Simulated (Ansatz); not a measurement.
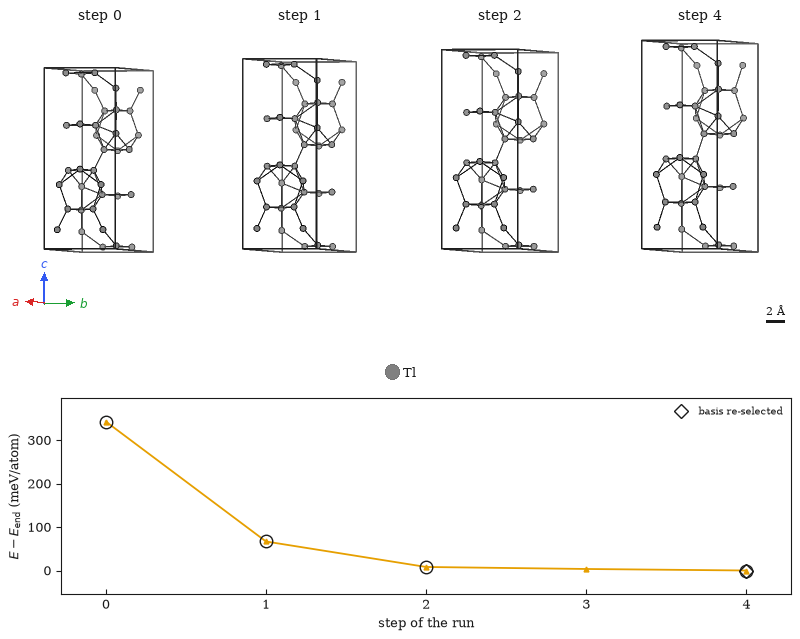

Frames of a relaxation of crystalline Tl (built on the alpha-boron_166 type) (coarse preliminary run), marked on the history of the run. Style: ball-and-stick. Shown: the conventional cell (3 times the calculation's cell), from a free direction. Lengths and directions refer to the drawn axes.

Case: alpha-boron type (R-3m, No. 166).

The calculation used Ansatz, DFT PBE, scalar-relativistic, plane waves, PAW.

The input:
```yaml
crystal:
  lattice:
    - [4.0189706272, 2.3203537735, 6.8539611964]
    - [-4.0189706272, 2.3203537735, 6.8539611964]
    - [0.0, -4.6407075469, 6.8539611964]
  atoms:
    - { symbol: Tl, position: [0.01019, 0.65361, 0.01019] }
    - { symbol: Tl, position: [0.01019, 0.01019, 0.65361] }
    - { symbol: Tl, position: [0.65361, 0.01019, 0.01019] }
    - { symbol: Tl, position: [0.98981, 0.34639, 0.98981] }
    - { symbol: Tl, position: [0.34639, 0.98981, 0.98981] }
    - { symbol: Tl, position: [0.98981, 0.98981, 0.34639] }
    - { symbol: Tl, position: [0.22118, 0.6306, 0.22118] }
    - { symbol: Tl, position: [0.22118, 0.22118, 0.6306] }
    - { symbol: Tl, position: [0.6306, 0.22118, 0.22118] }
    - { symbol: Tl, position: [0.77882, 0.3694, 0.77882] }
    - { symbol: Tl, position: [0.3694, 0.77882, 0.77882] }
    - { symbol: Tl, position: [0.77882, 0.77882, 0.3694] }
basis:
  ecutwfc: 420
kpoints:
  mp_grid: { grid: [3, 3, 3] }
hamiltonian:
  xc: pbe
scf:
  occupations: { method: gaussian, width: 0.1 }
  lower_state_search: "off"
output:
  forces: true
  stress: true
  eigenvalues: true
relax:
  adjacent_minimum: "off"
  f_tol: 0.04
  max_steps: 70
  cell: { stress_tol: 0.4 }
```

Run as
```bash
ansatz run input.yaml --threads 1 --pin off --max-ram 2560MiB --backend cpu --events-out ev --progress --plain --runs-dir out
```

> What happens along the run?

The largest moves relative to the cell, 0.20 Å, are those of Tl1, Tl2, Tl3, Tl4, Tl5 and Tl6. Tl2 goes in a general direction near [1 2 0]. The drawn cell changes as follows: a = b 8.038 → 8.570 Å (+6.6 %), c 20.562 → 23.636 Å (+15.0 %); the volume changes by +30.7 %. Near-neighbour distances that change, for instance: Tl1–Tl2 2.866 → 3.374 Å, Tl7–Tl11 2.917 → 3.324 Å, Tl1–Tl7 2.942 → 3.309 Å, Tl1–Tl11 2.953 → 3.304 Å. Bond angles that change, for instance: Tl4–Tl1–Tl7 129.2° → 139.7°, Tl2–Tl1–Tl4 115.0° → 107.3°. The space group stays R-3m (No. 166). After 3 accepted moves (4 points after the start) the energy has fallen by 343 meV per atom. The largest force component goes from 2 to 0.0059 eV/Å. Pressure: 11.43 GPa at the start and −0.03 GPa at the end. At 1 point the geometry stayed and the basis and grid were re-selected for the new cell (energy shift of 3.5 meV per atom at most each time). The run took 56 s on 1 thread of Intel(R) Xeon(R) Platinum 8375C CPU @ 2.90GHz (Ice Lake) (shared host), peak memory 0.82 GiB. From step 0 to 1: Tl atoms move most (0.16 Å), volume +13.5 %, energy −276 meV per atom. From step 1 to 2: Tl atoms move most (0.07 Å), volume +11.3 %, energy −58.6 meV per atom. From step 2 to 4: Tl atoms move most (0.10 Å), volume +3.4 %, energy −8.1 meV per atom.
